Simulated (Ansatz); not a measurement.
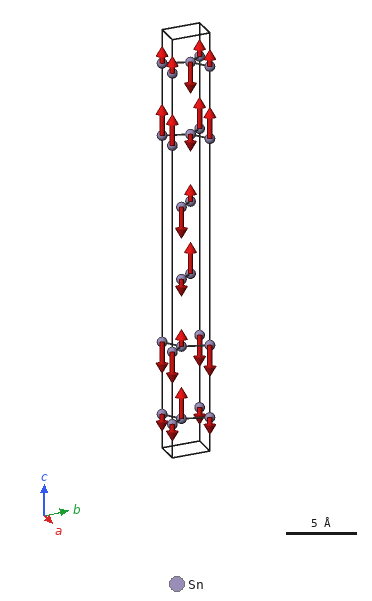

This is a relaxation of a crystal of Sn (a generated structure, set up in R-3m) (coarse preliminary run). The starting structure is drawn; red arrows show the displacements (the part carried along by the change of the cell is left out), 2 times their true length.

The picture is a ball-and-stick view of the conventional cell (3 times the calculation's cell), seen slightly off an axis. Lengths and directions refer to the drawn axes.

Case: C → Sn on all its sites, cell and atoms relaxed.

Level of theory: Ansatz, DFT LDA, scalar-relativistic, plane waves, PAW. (plane-wave cutoff 420 eV; k-point mesh 6 × 6 × 6; occupations gaussian; smearing width 0.1 eV; no spin polarisation; cell and atoms relaxed; force threshold 0.05 eV/Å; at most 60 steps)

> Describe the change and its energy.

After 19 accepted moves (21 points after the start) the energy has fallen by 22.617 eV per cell of the calculation. The largest force component goes from 0.033 to 0.016 eV/Å. The pressure goes from 100.41 to −0.09 GPa. The line search rejected the trial step at point 16 of the run. At 1 point the geometry stayed and the basis and grid were re-selected for the new cell (energy shift of 4.1 meV per cell of the calculation at most each time). The largest moves relative to the cell, 1.17 Å, are those of Sn atoms. Cell: a = b 3.603 → 3.993 Å (+10.8 %), c 30.546 → 25.808 Å (−15.5 %). Volume +3.8 %. Near-neighbour distances that change, for instance: Sn–Sn 5.669 → 3.133 Å, Sn–Sn 4.906 → 2.858 Å, Sn–Sn 2.080 → 2.932 Å. New bonds form, among them: Sn–Sn (4.91 → 2.86 Å), Sn–Sn (5.67 → 3.13 Å). Among the angles between lasting bonds that change: Sn–Sn–Sn 120.0° → 85.8°. The space group stays R-3m (No. 166).
